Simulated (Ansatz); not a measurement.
System: MoS$_{2}$.

Input

```
crystal:
  lattice:
    - [3.1747251146, 0.0, 0.0]
    - [-1.5873625573, 2.7493925993, 0.0]
    - [0.0, 0.0, 14.7599134777]
  atoms:
    - { symbol: Mo, position: [0.6666666667, 0.3333333333, 0.25] }
    - { symbol: Mo, position: [0.3333333333, 0.6666666667, 0.75] }
    - { symbol: S, position: [0.6666666667, 0.3333333333, 0.6444804121] }
    - { symbol: S, position: [0.3333333333, 0.6666666667, 0.3555195879] }
    - { symbol: S, position: [0.6666666667, 0.3333333333, 0.8555195879] }
    - { symbol: S, position: [0.3333333333, 0.6666666667, 0.1444804121] }
basis:
  ecutwfc: 420
kpoints:
  mp_grid: { grid: [12, 12, 2] }
hamiltonian:
  xc: pbe
scf:
  occupations: { method: gaussian, width: 0.02 }
output:
  forces: true
  stress: true
  eigenvalues: true
  write_density: true
  write_potential: true
  elf: true
  volumetric_format: npy
relax:
  adjacent_minimum: "off"
  f_tol: 0.008
  max_steps: 50
  cell: { stress_tol: 0.08, p_target: 1.0 }
```

Launched as:

```sh
ansatz run input.yaml --threads 1 --pin off --max-ram 2560MiB --backend cpu --events-out ev --progress --plain --runs-dir out
```

Below, planes, directions and counts refer to the conventional cell (a = 3.18 Å, b = 3.18 Å, c = 12.99 Å, α = 90.00°, β = 90.00°, γ = 120.00°).

The fields are those of the run's last geometry, not of the input's.

Space group P6₃/mmc; a structure from a database of computed crystals, not necessarily the ambient phase; computed without spin polarisation.

These are results of DFT PBE, scalar-relativistic, plane waves, PAW in Ansatz, not measurements.

Q: Predict the valence pseudo-density and electron localisation function between the atoms.

A: Mo–S (2.41 Å): ρ at the midpoint is about 0.6 e/Å³; the ELF peaks at about 0.85 in the valence shell of S, 0.8 Å from its nucleus, and is about 0.45 at the midpoint.

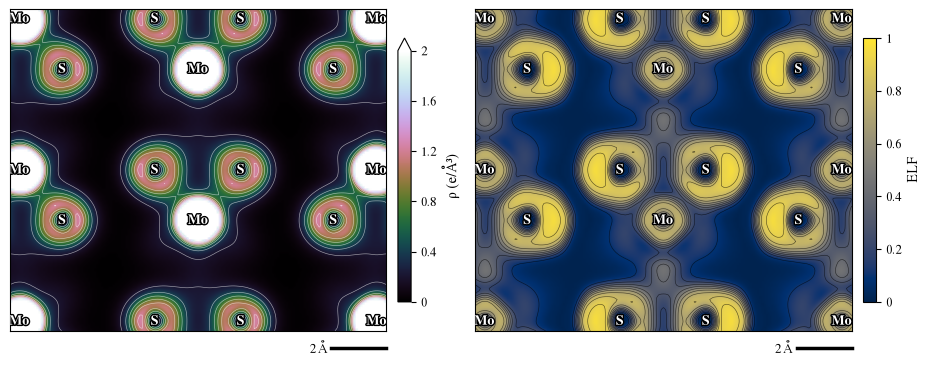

Computed valence pseudo-density and electron localisation function on the (110) plane of the conventional cell, in this order. 
